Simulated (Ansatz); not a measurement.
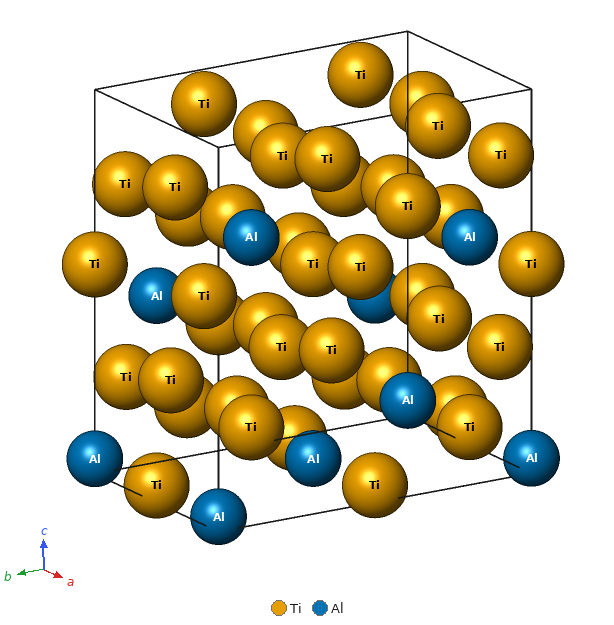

The image is a spheres-only drawing of a crystal, viewed from a general direction. The box is the drawn cell (a repeat of the simulation cell); atoms on or close to its faces, edges and corners are drawn wherever they repeat.

Ti$_{7}$Al, a = 5.83 Å, b = 9.30 Å, c = 10.11 Å, α = 90.02°, β = 90.00°, γ = 90.00°.

Computational set-up: Ansatz 0.2.0, DFT PBE, scalar-relativistic, plane waves, PAW, a cutoff energy of 420 eV, k-points about 0.18 Å⁻¹ apart, Gaussian smearing of 0.1 eV, no spin polarisation.

How large a gap does the method give, if there is one?

A metal: bands cross the Fermi level.

Would the cell expand or shrink if it could?

The computed pressure is 0.0 GPa, close to zero.

Source of the structure: a structure type filled with these elements by a generator (whether the compound takes this form wasn't checked). Earlier steps of the study, as a rule a relaxation of our own, may have changed the cell and positions, so they can lie some per cent off the listed ones. An electronic-structure calculation with Ansatz was run on it.
